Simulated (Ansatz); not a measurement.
Geometry relaxation, with input and output: Zr₃N₂ (part 1 of 2)

The run: geometry relaxation of Zr₃N₂ (10 atoms in the cell). Method and program: DFT r2SCAN, scalar-relativistic, plane waves, PAW (Ansatz 0.2.0).

The structure derives from a Materials Project entry. The run did not end well. It belongs to a series of runs on one base structure; here: biaxial strain in the a-b plane, c and atoms relaxed: -4.0 %.

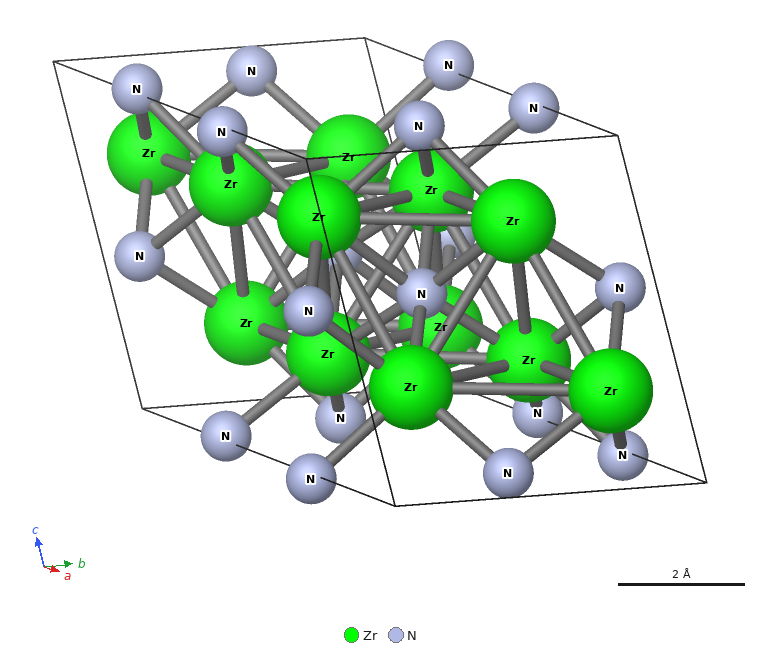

Fig. 1: The input geometry (ball-and-stick view of the cell 2 times as large as that of the calculation, set on its symmetry axes, seen slightly off an axis). An atom can appear more than once, as a periodic image.

**What the run reported**

- outcome: stopped at the time limit
- space group (tolerance 0.01 Å): C2/c (15)
- final cell: a = 5.921 Å, b = 5.921 Å, c = 6.165 Å, α = 56.13°, β = 56.13°, γ = 54.49°
- hardware: 2 threads of AMD EPYC (Zen 5), 16 GiB of memory available, shared host
- wall time: 6.6 min (CPU time 13 min)
- peak memory: 3.2 GiB

**What went wrong**

The run was cut off by its time limit, so the output is incomplete.

**The input**
```yaml
crystal:
  lattice:
    - [2.7106736934, 1.5650081866, 5.0265755219]
    - [-2.7106736934, 1.5650081866, 5.0265755219]
    - [0.0, -3.4153579074, 5.1154156945]
  atoms:
    - { symbol: Zr, position: [0.4238028967, 0.0761971033, 0.75] }
    - { symbol: Zr, position: [0.0778328962, 0.7471814755, 0.4264190808] }
    - { symbol: Zr, position: [0.7528185245, 0.4221671038, 0.0735809192] }
    - { symbol: Zr, position: [0.2471814755, 0.5778328962, 0.9264190808] }
    - { symbol: Zr, position: [0.9221671038, 0.2528185245, 0.5735809192] }
    - { symbol: Zr, position: [0.5761971033, 0.9238028967, 0.25] }
    - { symbol: "N", position: [0.3396995483, 0.3374756401, 0.3390058411] }
    - { symbol: "N", position: [0.1625243599, 0.1603004517, 0.1609941589] }
    - { symbol: "N", position: [0.8374756401, 0.8396995483, 0.8390058411] }
    - { symbol: "N", position: [0.6603004517, 0.6625243599, 0.6609941589] }
basis:
  ecutwfc: 500
kpoints:
  mp_grid: { grid: [12, 12, 12] }
hamiltonian:
  xc: r2scan
scf:
  occupations: { method: gaussian, width: 0.1 }
output:
  forces: true
  stress: true
  eigenvalues: true
relax:
  adjacent_minimum: "off"
  f_tol: 0.008
  max_steps: 40
  cell: { stress_tol: 0.015, fix: [a, b, gamma] }
```

Launched with:
```bash
ansatz run input.yaml --threads 2 --pin off --max-ram 5120MiB --backend cpu --events-out ev --progress --plain --runs-dir out
```

**Output**
```
Engine: ansatz 0.2.0, x86_64-unknown-linux-gnu
Pseudopotentials: kind: paw
Pseudopotential: Zr, paw, valence charge 12, recommended cutoff 500 eV (meta_gga), Zr.paw.azcp
Pseudopotential: N, paw, valence charge 5, recommended cutoff 500 eV (meta_gga), N.paw.azcp
Functional definition: r2SCAN
  parameter k0 = 0.174
  parameter k1 = 0.065
  parameter a1 = 4.9479
  exchange = r2scan_x(k0 = k0, k1 = k1, a1 = a1)
  correlation = r2scan_c
Crystal: 10 atoms, lattice volume = 136.473 Å³
Basis set: ecut = 500 eV, 3453 PW (Γ), exchange–correlation on 180×180×180 points (64 copies of the dense FFT grid, shifted against one another)
Bands: 56, of which v1, the nominal top of the filled ones, is band 46 counted from 1 (45 counted from 0)
Symmetry: 4 space group operations
Space group: C2/c (ITA 15), of the structure as read, at distance tolerance 5.1e-5 Å
k-points: 476 of 1728
Non-local potential: Zr, projectors of the file, l = 0: 3, l = 1: 2, l = 2: 2, l = 3: 2
Non-local potential: N, projectors of the file, l = 0: 2, l = 1: 2, l = 2: 1
PAW form: soft (Blöchl's): semilocal exchange-correlation on the pseudo side does not see the compensation charge
PAW frozen core: Zr, regenerated for the run's functional (the file was generated under x = pbe(κ = 0.804, μ = 0.2195149727645171), c = pbe(β = 0.06672455060314922))
PAW frozen core: N, regenerated for the run's functional (the file was generated under x = pbe(κ = 0.804, μ = 0.2195149727645171), c = pbe(β = 0.06672455060314922))
PAW one-centre angular grid: Zr, 590 points (default); XC on 160 Gauss nodes
PAW one-centre angular grid: N, 302 points (default); XC on 160 Gauss nodes
Initial density: superposition of atomic densities (neutral atoms: chi_scale 0, normalization atom), corrected by the library's trained network
Initial wavefunctions: pseudopotential atomic-orbital guess
Functional: x = r2scan, c = r2scan; τ floored in thin density (d = 2e-4 eV/Å³)
SCF iter   1: F=—  HF=-26724.204180 eV  |F-HF|=—  |Δ(HF+E_count)|=         —  Δρ=1.46e-2  dr2=3.55e-1  dr2_τ=5.85e-1  ethr=1.77e-3  ⟨swp⟩=5.8  Hψ=107168  notcnv=0  defer=28
preconditioner: auto → Kerker (q_TF=auto, 2.555 Å⁻¹)  [metal: Δε(μ)=0.005 eV  Ē_g=18.072 eV  σ=0.100 eV  W_gap=0.03  n_scr=38 (ndim 8)  ℏωp=28.4 eV  f_vac=0.000  D(μ)=3.83/eV (n_scr^D=24)]
SCF iter   2: F=—  HF=-26724.595808 eV  |F-HF|=—  |Δ(HF+E_count)|=   3.92e-1  Δρ=7.63e-3  dr2=7.46e-2  dr2_τ=5.51e-3  ethr=3.86e-4  ⟨swp⟩=2.0  Hψ=44437  notcnv=0  defer=1735
SCF iter   3: F=—  HF=-26724.591715 eV  |F-HF|=—  |Δ(HF+E_count)|=   4.09e-3  Δρ=2.48e-3  dr2=5.74e-3  dr2_τ=5.28e-4  ethr=8.11e-5  ⟨swp⟩=2.0  Hψ=35331  notcnv=0  defer=1735
SCF iter   4: F=—  HF=-26724.592607 eV  |F-HF|=—  |Δ(HF+E_count)|=   8.92e-4  Δρ=1.15e-3  dr2=2.23e-3  dr2_τ=1.38e-4  ethr=6.24e-6  ⟨swp⟩=2.0  Hψ=35442  notcnv=0  defer=1735
SCF iter   5: F=—  HF=-26724.592438 eV  |F-HF|=—  |Δ(HF+E_count)|=   1.69e-4  Δρ=3.04e-4  dr2=1.95e-4  dr2_τ=2.11e-5  ethr=2.42e-6  ⟨swp⟩=2.0  Hψ=35438  notcnv=0  defer=1735
SCF iter   6: F=—  HF=-26724.592410 eV  |F-HF|=—  |Δ(HF+E_count)|=   2.85e-5  Δρ=1.06e-4  dr2=2.64e-5  dr2_τ=3.37e-7  ethr=2.12e-7  ⟨swp⟩=2.0  Hψ=32735  notcnv=0  defer=1735
SCF iter   7: F=—  HF=-26724.592447 eV  |F-HF|=—  |Δ(HF+E_count)|=   3.72e-5  Δρ=4.15e-5  dr2=3.12e-6  dr2_τ=1.14e-7  ethr=2.87e-8  ⟨swp⟩=2.0  Hψ=34585  notcnv=0  defer=1735
SCF iter   8: F=-26724.592447 eV  HF=-26724.592447 eV  |F-HF|=1.62e-8  |Δ(HF+E_count)|=   3.75e-7  Δρ=4.18e-6  dr2=3.14e-8  dr2_τ=1.76e-9  ethr=1.09e-10  ⟨swp⟩=9.9  Hψ=125551  notcnv=0
SCF 1 converged in 8 iterations: F = -26724.592447 eV  dr2 = 3.14e-8
  greatest PAW one-centre occupation: 0.991 electrons in one spin orbital (limit 2), on the Zr atom at site 4 (counted from 0), in its partial waves of l = 1
relax step   1: F+E_penalty+E_count = -26724.59244664 eV  Δ(F+E_penalty+E_count) = +0.000e0 eV  max|allowed force component| = 2.242e-1 eV/Å  Δτ_max = 0.0000 Å  P = +14.084 GPa  Ω = 136.473 Å³  fix = [a, b, gamma]  reactions: a +20.308, b +20.308 GPa; gamma +14.360 GPa/rad  (8 SCF iters, dr2 threshold 1.00e-7 eV, accepted)
Crystal: 10 atoms, lattice volume = 137.775 Å³
Basis set: ecut = 500 eV, 3479 PW (Γ), exchange–correlation on 180×180×180 points (64 copies of the dense FFT grid, shifted against one another)
Initial density: handed on by an earlier stage of this run
Initial wavefunctions: those handed on with the density
iter 1 solved again at ethr=2.75e-5 eV; its pass at ethr=3.10e-3 eV (dr2=2.53e-2 eV) is discarded
SCF iter   1: F=—  HF=-26724.405366 eV  |F-HF|=—  |Δ(HF+E_count)|=         —  Δρ=3.46e-3  dr2=2.55e-2  dr2_τ=3.59e-1  ethr=2.75e-5  ⟨swp⟩=1.8  Hψ=126782  notcnv=0
preconditioner: auto → Kerker (q_TF=auto, 2.551 Å⁻¹)  [metal: Δε(μ)=0.002 eV  Ē_g=8.148 eV  σ=0.100 eV  W_gap=0.01  n_scr=38 (ndim 8)  ℏωp=21.0 eV  f_vac=0.000  D(μ)=3.78/eV (n_scr^D=24)]
SCF iter   2: F=—  HF=-26724.584822 eV  |F-HF|=—  |Δ(HF+E_count)|=   1.79e-1  Δρ=2.01e-3  dr2=8.21e-3  dr2_τ=2.08e-4  ethr=2.75e-5  ⟨swp⟩=2.0  Hψ=50238  notcnv=0
SCF iter   3: F=—  HF=-26724.584476 eV  |F-HF|=—  |Δ(HF+E_count)|=   3.46e-4  Δρ=6.83e-4  dr2=9.24e-4  dr2_τ=6.97e-5  ethr=8.93e-6  ⟨swp⟩=2.0  Hψ=35267  notcnv=0
SCF iter   4: F=—  HF=-26724.584440 eV  |F-HF|=—  |Δ(HF+E_count)|=   3.62e-5  Δρ=2.96e-4  dr2=1.96e-4  dr2_τ=3.34e-5  ethr=1.00e-6  ⟨swp⟩=2.0  Hψ=37013  notcnv=0
SCF iter   5: F=—  HF=-26724.584424 eV  |F-HF|=—  |Δ(HF+E_count)|=   1.64e-5  Δρ=1.73e-4  dr2=3.62e-5  dr2_τ=3.43e-6  ethr=2.13e-7  ⟨swp⟩=2.0  Hψ=37167  notcnv=0
SCF iter   6: F=—  HF=-26724.584426 eV  |F-HF|=—  |Δ(HF+E_count)|=   2.43e-6  Δρ=5.26e-5  dr2=3.62e-6  dr2_τ=2.50e-7  ethr=3.94e-8  ⟨swp⟩=2.0  Hψ=35165  notcnv=0
SCF iter   7: F=-26724.584427 eV  HF=-26724.584427 eV  |F-HF|=2.14e-8  |Δ(HF+E_count)|=   9.71e-7  Δρ=1.86e-5  dr2=5.13e-7  dr2_τ=2.73e-8  ethr=1.09e-9  ⟨swp⟩=6.7  Hψ=115269  notcnv=0
SCF 2 converged in 7 iterations: F = -26724.584427 eV  dr2 = 5.13e-7
  greatest PAW one-centre occupation: 0.990 electrons in one spin orbital (limit 2), on the Zr atom at site 4 (counted from 0), in its partial waves of l = 1
relax step   2: F+E_penalty+E_count = -26724.58442692 eV  Δ(F+E_penalty+E_count) = +8.020e-3 eV  max|allowed force component| = 3.150e-1 eV/Å  Δτ_max = 0.0333 Å  P = +11.374 GPa  Ω = 137.775 Å³  energy of the carried Pulay correction = -9.189e-4 eV  fix = [a, b, gamma]  (7 SCF iters, dr2 threshold 1.00e-6 eV, rejected (line search))
Crystal: 10 atoms, lattice volume = 137.140 Å³
Basis set: ecut = 500 eV, 3465 PW (Γ), exchange–correlation on 180×180×180 points (64 copies of the dense FFT grid, shifted against one another)
iter 1 solved again at ethr=1.13e-5 eV; its pass at ethr=3.10e-3 eV (dr2=1.04e-2 eV) is discarded
SCF iter   1: F=—  HF=-26724.539648 eV  |F-HF|=—  |Δ(HF+E_count)|=         —  Δρ=2.08e-3  dr2=1.04e-2  dr2_τ=1.22e-1  ethr=1.13e-5  ⟨swp⟩=1.2  Hψ=121994  notcnv=0
preconditioner: auto → Kerker (q_TF=auto, 2.553 Å⁻¹)  [metal: Δε(μ)=0.004 eV  Ē_g=8.205 eV  σ=0.100 eV  W_gap=0.02  n_scr=38 (ndim 8)  ℏωp=21.0 eV  f_vac=0.000  D(μ)=3.72/eV (n_scr^D=24)]
SCF iter   2: F=—  HF=-26724.601793 eV  |F-HF|=—  |Δ(HF+E_count)|=   6.21e-2  Δρ=1.18e-3  dr2=2.92e-3  dr2_τ=8.09e-5  ethr=1.13e-5  ⟨swp⟩=2.0  Hψ=48625  notcnv=0
SCF iter   3: F=—  HF=-26724.601702 eV  |F-HF|=—  |Δ(HF+E_count)|=   9.16e-5  Δρ=3.35e-4  dr2=3.16e-4  dr2_τ=8.20e-6  ethr=3.17e-6  ⟨swp⟩=2.0  Hψ=35050  notcnv=0
SCF iter   4: F=—  HF=-26724.601666 eV  |F-HF|=—  |Δ(HF+E_count)|=   3.62e-5  Δρ=1.55e-4  dr2=4.49e-5  dr2_τ=7.22e-6  ethr=3.44e-7  ⟨swp⟩=2.0  Hψ=35240  notcnv=0
SCF iter   5: F=—  HF=-26724.601661 eV  |F-HF|=—  |Δ(HF+E_count)|=   4.90e-6  Δρ=8.78e-5  dr2=9.98e-6  dr2_τ=1.06e-6  ethr=4.88e-8  ⟨swp⟩=2.0  Hψ=37143  notcnv=0
SCF iter   6: F=—  HF=-26724.601664 eV  |F-HF|=—  |Δ(HF+E_count)|=   3.70e-6  Δρ=2.62e-5  dr2=1.01e-6  dr2_τ=6.21e-8  ethr=1.08e-8  ⟨swp⟩=2.0  Hψ=35216  notcnv=0
SCF iter   7: F=—  HF=-26724.601706 eV  |F-HF|=—  |Δ(HF+E_count)|=   4.19e-5  Δρ=7.37e-6  dr2=9.01e-8  dr2_τ=4.38e-9  ethr=1.10e-9  ⟨swp⟩=3.0  Hψ=48978  notcnv=0
SCF iter   8: F=—  HF=-26724.601706 eV  |F-HF|=—  |Δ(HF+E_count)|=   1.92e-8  Δρ=1.42e-6  dr2=2.75e-9  dr2_τ=1.13e-10  ethr=9.79e-11  ⟨swp⟩=2.9  Hψ=47175  notcnv=0
SCF iter   9: F=—  HF=-26724.601706 eV  |F-HF|=—  |Δ(HF+E_count)|=  6.95e-10  Δρ=3.84e-7  dr2=1.66e-10  dr2_τ=1.54e-11  ethr=2.99e-12  ⟨swp⟩=2.8  Hψ=47597  notcnv=0
SCF iter  10: F=-26724.601706 eV  HF=-26724.601706 eV  |F-HF|=7.28e-12  |Δ(HF+E_count)|=  6.18e-11  Δρ=4.66e-8  dr2=3.37e-12  dr2_τ=2.00e-13  ethr=1.00e-12  ⟨swp⟩=5.5  Hψ=132011  notcnv=0
SCF 3 converged in 10 iterations: F = -26724.601706 eV  dr2 = 3.37e-12
relax step   3: F+E_penalty+E_count = -26724.60170629 eV  Δ(F+E_penalty+E_count) = -9.260e-3 eV  max|allowed force component| = 3.252e-2 eV/Å  Δτ_max = 0.0142 Å  P = +12.712 GPa  Ω = 137.140 Å³  energy of the carried Pulay correction = -4.717e-4 eV  fix = [a, b, gamma]  reactions: a +19.165, b +19.165 GPa; gamma +13.376 GPa/rad  (10 SCF iters, accepted)
Crystal: 10 atoms, lattice volume = 137.088 Å³
iter 1 solved again at ethr=1.04e-7 eV; its pass at ethr=3.10e-3 eV (dr2=9.57e-5 eV) is discarded
SCF iter   1: F=—  HF=-26724.601475 eV  |F-HF|=—  |Δ(HF+E_count)|=         —  Δρ=2.71e-4  dr2=9.22e-5  dr2_τ=1.63e-3  ethr=1.04e-7  ⟨swp⟩=2.1  Hψ=117252  notcnv=0
preconditioner: auto → Kerker (q_TF=auto, 2.553 Å⁻¹)  [metal: Δε(μ)=0.003 eV  Ē_g=8.199 eV  σ=0.100 eV  W_gap=0.02  n_scr=38 (ndim 8)  ℏωp=21.0 eV  f_vac=0.000  D(μ)=3.71/eV (n_scr^D=20)]
SCF iter   2: F=—  HF=-26724.602079 eV  |F-HF|=—  |Δ(HF+E_count)|=   6.03e-4  Δρ=1.68e-4  dr2=3.41e-5  dr2_τ=9.81e-7  ethr=1.00e-7  ⟨swp⟩=2.0  Hψ=48591  notcnv=0
SCF iter   3: F=—  HF=-26724.602075 eV  |F-HF|=—  |Δ(HF+E_count)|=   3.84e-6  Δρ=4.49e-5  dr2=2.37e-6  dr2_τ=3.32e-7  ethr=3.70e-8  ⟨swp⟩=2.0  Hψ=37160  notcnv=0
SCF iter   4: F=—  HF=-26724.602076 eV  |F-HF|=—  |Δ(HF+E_count)|=   6.63e-7  Δρ=2.52e-5  dr2=5.61e-7  dr2_τ=4.28e-8  ethr=2.58e-9  ⟨swp⟩=2.0  Hψ=36168  notcnv=0
SCF iter   5: F=—  HF=-26724.602076 eV  |F-HF|=—  |Δ(HF+E_count)|=   2.31e-7  Δρ=1.25e-5  dr2=1.82e-7  dr2_τ=1.97e-8  ethr=1.46e-10  ⟨swp⟩=5.4  Hψ=95694  notcnv=0
SCF iter   6: F=-26724.602076 eV  HF=-26724.602076 eV  |F-HF|=3.31e-9  |Δ(HF+E_count)|=   3.30e-8  Δρ=2.94e-6  dr2=9.76e-9  dr2_τ=6.33e-10  ethr=1.46e-10  ⟨swp⟩=4.3  Hψ=83411  notcnv=0
SCF 4 converged in 6 iterations: F = -26724.602076 eV  dr2 = 9.76e-9
  greatest PAW one-centre occupation: 0.990 electrons in one spin orbital (limit 2), on the Zr atom at site 3 (counted from 0), in its partial waves of l = 1
relax step   4: F+E_penalty+E_count = -26724.60207578 eV  Δ(F+E_penalty+E_count) = -3.695e-4 eV  max|allowed force component| = 5.200e-3 eV/Å  Δτ_max = 0.0025 Å  P = +12.796 GPa  Ω = 137.088 Å³  energy of the carried Pulay correction = -4.352e-4 eV  fix = [a, b, gamma]  reactions: a +19.198, b +19.198 GPa; gamma +13.455 GPa/rad  (6 SCF iters, dr2 threshold 1.34e-7 eV, accepted)
Crystal: 10 atoms, lattice volume = 137.090 Å³
iter 1 solved again at ethr=4.89e-9 eV; its pass at ethr=3.10e-3 eV (dr2=4.50e-6 eV) is discarded
SCF iter   1: F=—  HF=-26724.602059 eV  |F-HF|=—  |Δ(HF+E_count)|=         —  Δρ=5.30e-5  dr2=4.15e-6  dr2_τ=5.77e-5  ethr=4.89e-9  ⟨swp⟩=2.0  Hψ=117961  notcnv=0
preconditioner: auto → Kerker (q_TF=auto, 2.553 Å⁻¹)  [metal: Δε(μ)=0.003 eV  Ē_g=8.199 eV  σ=0.100 eV  W_gap=0.02  n_scr=38 (ndim 8)  ℏωp=21.0 eV  f_vac=0.000  D(μ)=3.71/eV (n_scr^D=24)]
SCF iter   2: F=—  HF=-26724.602087 eV  |F-HF|=—  |Δ(HF+E_count)|=   2.81e-5  Δρ=3.19e-5  dr2=1.31e-6  dr2_τ=3.27e-8  ethr=4.51e-9  ⟨swp⟩=2.0  Hψ=48622  notcnv=0
SCF iter   3: F=—  HF=-26724.602087 eV  |F-HF|=—  |Δ(HF+E_count)|=   1.62e-7  Δρ=7.44e-6  dr2=1.07e-7  dr2_τ=8.30e-9  ethr=1.42e-9  ⟨swp⟩=2.0  Hψ=36688  notcnv=0
SCF iter   4: F=—  HF=-26724.602087 eV  |F-HF|=—  |Δ(HF+E_count)|=   2.84e-9  Δρ=4.28e-6  dr2=1.96e-8  dr2_τ=8.51e-10  ethr=1.16e-10  ⟨swp⟩=2.6  Hψ=37884  notcnv=0
SCF iter   5: F=-26724.602087 eV  HF=-26724.602087 eV  |F-HF|=2.44e-10  |Δ(HF+E_count)|=   4.15e-9  Δρ=1.10e-6  dr2=1.69e-9  dr2_τ=2.05e-10  ethr=5.58e-12  ⟨swp⟩=4.0  Hψ=94024  notcnv=0
SCF 5 converged in 5 iterations: F = -26724.602087 eV  dr2 = 1.69e-9
relax step   5: F+E_penalty+E_count = -26724.60208653 eV  Δ(F+E_penalty+E_count) = -1.075e-5 eV  max|allowed force component| = 1.395e-3 eV/Å  Δτ_max = 0.0004 Å  P = +12.797 GPa  Ω = 137.090 Å³  energy of the carried Pulay correction = -4.364e-4 eV  fix = [a, b, gamma]  reactions: a +19.198, b +19.198 GPa; gamma +13.447 GPa/rad  (5 SCF iters, dr2 threshold 5.13e-9 eV, accepted)
Initial wavefunctions: pseudopotential atomic-orbital guess (no wavefunctions were taken with the density)
iter 1 solved again at ethr=9.96e-8 eV; its pass at ethr=3.10e-3 eV (dr2=9.16e-5 eV) is discarded
SCF iter   1: F=—  HF=-26724.602487 eV  |F-HF|=—  |Δ(HF+E_count)|=         —  Δρ=2.50e-5  dr2=6.02e-8  dr2_τ=5.17e-7  ethr=9.96e-8  ⟨swp⟩=3.1  Hψ=182655  notcnv=0
```
